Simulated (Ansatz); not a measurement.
## Electronic structure of Mo$_{14}$S$_{25}$ (cell with a defect) in real space

Input file:

```
crystal:
  lattice:
    - [4.7777649742, 4.5974064899, -7.4383347221]
    - [1.5925883247, -6.4363690859, -7.4383347221]
    - [-6.3703532989, 1.838962596, -7.4383347221]
  atoms:
    - { symbol: Mo, position: [0.3079145354, 0.7694529969, 0.9232991508] }
    - { symbol: Mo, position: [0.5386837662, 0.8463760739, 0.6156068431] }
    - { symbol: Mo, position: [0.0771453046, 0.69252992, 0.2309914585] }
    - { symbol: Mo, position: [0.6156068431, 0.5386837662, 0.8463760739] }
    - { symbol: Mo, position: [0.1550640064, 0.3851600415, 0.4552951959] }
    - { symbol: Mo, position: [0.2309914585, 0.0771453046, 0.69252992] }
    - { symbol: Mo, position: [0.7694529969, 0.9232991508, 0.3079145354] }
    - { symbol: Mo, position: [0.8474865607, 0.6118210361, 0.534522441] }
    - { symbol: Mo, position: [0.3848376123, 0.4617606892, 0.1540683815] }
    - { symbol: Mo, position: [0.9214516776, 0.3037042725, 0.7724633325] }
    - { symbol: Mo, position: [0.4617606892, 0.1540683815, 0.3848376123] }
    - { symbol: Mo, position: [0.0002222277, 0.0002222277, 0.0002222277] }
    - { symbol: Mo, position: [0.69252992, 0.2309914585, 0.0771453046] }
    - { symbol: Mo, position: [0.908309493, 0.3566384802, 0.5204384976], spin: 2.0 }
    - { symbol: S, position: [0.1353284838, 0.4430207915, 0.2122515607] }
    - { symbol: S, position: [0.6737900222, 0.2891746376, 0.8276361761] }
    - { symbol: S, position: [0.2122515607, 0.1353284838, 0.4430207915] }
    - { symbol: S, position: [0.7507130991, 0.9814823299, 0.0584054068] }
    - { symbol: S, position: [0.8276361761, 0.6737900222, 0.2891746376] }
    - { symbol: S, position: [0.3660977145, 0.5199438684, 0.904559253] }
    - { symbol: S, position: [0.4430207915, 0.2122515607, 0.1353284838] }
    - { symbol: S, position: [0.9814823299, 0.0584054068, 0.7507130991] }
    - { symbol: S, position: [0.5199438684, 0.904559253, 0.3660977145] }
    - { symbol: S, position: [0.0584054068, 0.7507130991, 0.9814823299] }
    - { symbol: S, position: [0.5968669453, 0.5968669453, 0.5968669453] }
    - { symbol: S, position: [0.2891746376, 0.8276361761, 0.6737900222] }
    - { symbol: S, position: [0.0446021347, 0.5061405962, 0.6599867501] }
    - { symbol: S, position: [0.2753713655, 0.5830636732, 0.3522944424] }
    - { symbol: S, position: [0.8138329039, 0.4292175193, 0.9676790578] }
    - { symbol: S, position: [0.3522944424, 0.2753713655, 0.5830636732] }
    - { symbol: S, position: [0.8907559808, 0.1215252116, 0.1984482885] }
    - { symbol: S, position: [0.9676790578, 0.8138329039, 0.4292175193] }
    - { symbol: S, position: [0.5061405962, 0.6599867501, 0.0446021347] }
    - { symbol: S, position: [0.5830636732, 0.3522944424, 0.2753713655] }
    - { symbol: S, position: [0.1215252116, 0.1984482885, 0.8907559808] }
    - { symbol: S, position: [0.6599867501, 0.0446021347, 0.5061405962] }
    - { symbol: S, position: [0.1984482885, 0.8907559808, 0.1215252116] }
    - { symbol: S, position: [0.736909827, 0.736909827, 0.736909827] }
    - { symbol: S, position: [0.4292175193, 0.9676790578, 0.8138329039] }
  host:
    lattice:
      - [1.5925883247, 0.919481298, 7.4383347221]
      - [-1.5925883247, 0.919481298, 7.4383347221]
      - [0.0, -1.838962596, 7.4383347221]
    atoms:
      - { symbol: Mo, position: [0.9997777723, 0.9997777723, 0.9997777723] }
      - { symbol: S, position: [0.4031330547, 0.4031330547, 0.4031330547] }
      - { symbol: S, position: [0.263090173, 0.263090173, 0.263090173] }
basis:
  ecutwfc: 420
  xc_grid: 2
kpoints:
  mp_grid: { grid: [2, 2, 2], shift: [0.5, 0.5, 0.5] }
hamiltonian:
  xc: pbe
scf:
  occupations: { method: gaussian, width: 0.01 }
output:
  forces: true
  stress: false
  eigenvalues: true
  populations: true
  charged_corrections:
    defect_position: [0.90455925, 0.36609771, 0.51994387]
    epsilon: [[12.869, 0.0, 0.0], [0.0, 12.869, 0.0], [0.0, 0.0, 3.268]]
  write_density: true
  write_potential: true
  elf: true
  volumetric_format: npy
magnetization:
  spin_polarized: true
relax:
  adjacent_minimum: "off"
  f_tol: 0.025
  max_steps: 45
```

Launched as:

```sh
ansatz run input.yaml --threads 4 --pin off --max-ram 10240MiB --backend cpu --events-out ev --progress --plain --runs-dir out
```

The fields are those of the run's last geometry, not of the input's.

Spin-polarised.

Method: Ansatz, DFT PBE, scalar-relativistic, plane waves, PAW.

In a PAW calculation such maps are meaningful between the atoms, not at the nuclei.

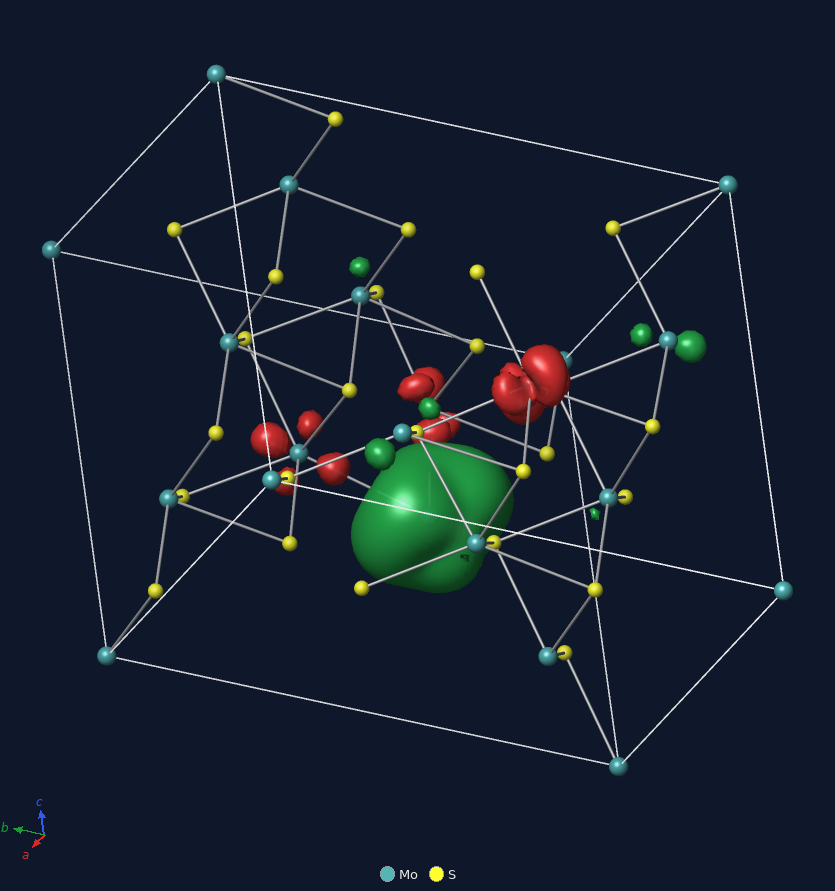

Figure 1. Isosurfaces of the spin density (up minus down) at +0.03 (green) and −0.03 e/Å³ (red), seen at an oblique angle. Sticks mark near contacts.

**Which atoms carry the moments, and with what signs?**

The spin density sits on Mo: +1.4 μB in one cell of 39 atoms, with smaller moments on other sites: Mo (±0.11 μB): a single local moment. The cell of the calculation (39 atoms) carries 2.0 μB of net spin moment.

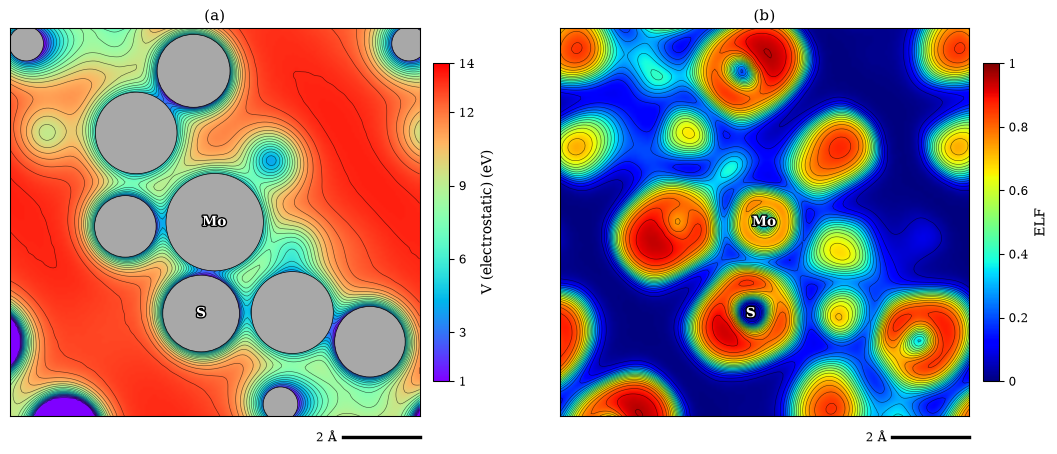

Figure 2. (a) electrostatic potential energy of an electron; (b) electron localisation function on the (100) plane of the calculation cell. Grey discs cover the atomic cores in the potential map.

**Read the bonding off the picture.**

The plane passes through Mo and S nuclei. Atoms just off the plane (Mo, 0.7 Å away and S, 0.3 Å away) can leave unmarked features too. The features right at Mo lie inside the PAW spheres, where the map follows smoothed inner orbitals and isn't to be read closely. Outside the cores the potential energy rises away from the atoms and is highest about 2.3 Å from the nearest atoms; its zero is arbitrary.

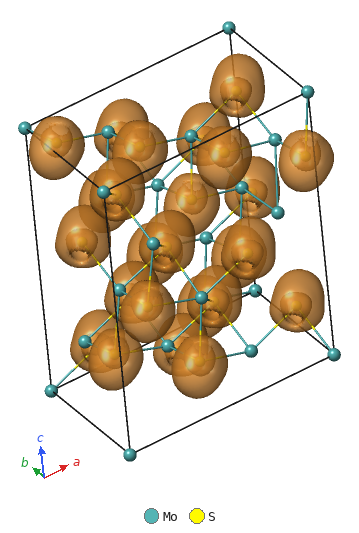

Figure 3. Isosurface of the ELF at 0.75 (orange), seen slightly off an axis. Only the valence region is drawn (cores and ρ < 0.01 e/Å³ removed). Sticks mark near contacts.

**What do the ELF domains correspond to?**

At this value the surface marks out 25 regions wrapped around S (the valence shell of each), counted in one cell of 39 atoms. Any copies at cell faces, edges or corners count once. Profiles from the grid: Mo–S (2.38 Å): the ELF peaks at about 0.85 in the valence shell of S, 0.8 Å from its nucleus, and is about 0.45 at the midpoint. Mo–Mo (2.55 Å): the ELF is about 0.45 at the midpoint.

**Does the calculation give a band gap?**

It is gapped, with a Kohn–Sham gap of 0.35 eV on the k-point mesh, an upper bound to the gap of this method.
